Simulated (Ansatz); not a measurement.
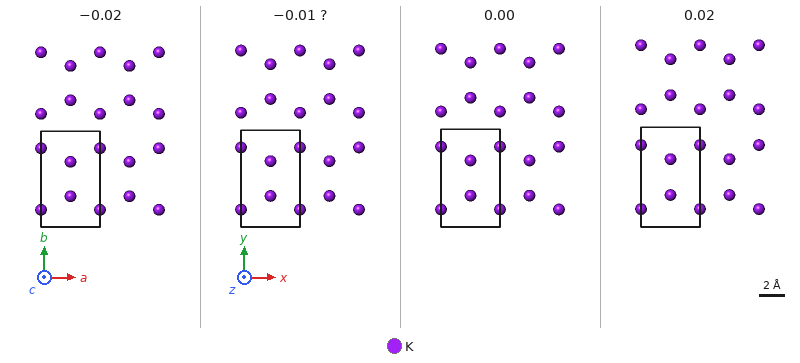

Energy scan for crystalline K (Cmcm), in which the cell is strained along y alone, with the atoms kept at their fractional coordinates. x, y and z are the Cartesian axes of the input. The picture is a ball-and-stick view of the conventional cell (2 times the calculation's cell), repeated 2 × 2 × 1 with one cell outlined, seen along the c axis. Lengths and directions refer to the drawn axes.

The calculation used DFT LDA, scalar-relativistic, plane waves, PAW (Ansatz). (plane-wave cutoff 420 eV; k-point mesh 12 × 12 × 6; occupations gaussian; smearing width 0.15 eV; no spin polarisation). Energies (free energies at the smearing named) are counted from the cell as listed in its source, which wasn't relaxed.

```json
{"strain": "−0.020", "E − E(ref) (meV/atom)": "−4.7"}
{"strain": "−0.015", "E − E(ref) (meV/atom)": "−3.6"}
{"strain": "−0.010", "E − E(ref) (meV/atom)": "?"}
{"strain": "0.000", "E − E(ref) (meV/atom)": "0.0"}
{"strain": "0.005", "E − E(ref) (meV/atom)": "1.3"}
{"strain": "0.015", "E − E(ref) (meV/atom)": "4.1"}
{"strain": "0.020", "E − E(ref) (meV/atom)": "5.6"}
```

Q: One row is withheld. What is its energy?

A: A straight line between the two neighbours gives −2.4 meV/atom. A cubic through the four nearest rows (−0.020, −0.015, 0.000, 0.005) gives, with Lagrange weights, (−0.3000)(−4.7) + (1.0000)(−3.6) + (0.5000)(0.0) + (−0.2000)(1.3) = −2.5 meV/atom. The calculation gives −2.5 meV/atom, so the cubic is right to the digits shown and the straight line 0.1 meV/atom too high.

The whole profile:

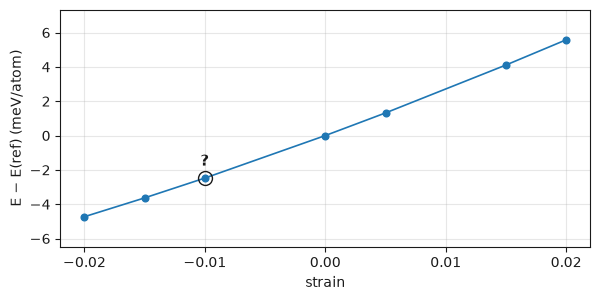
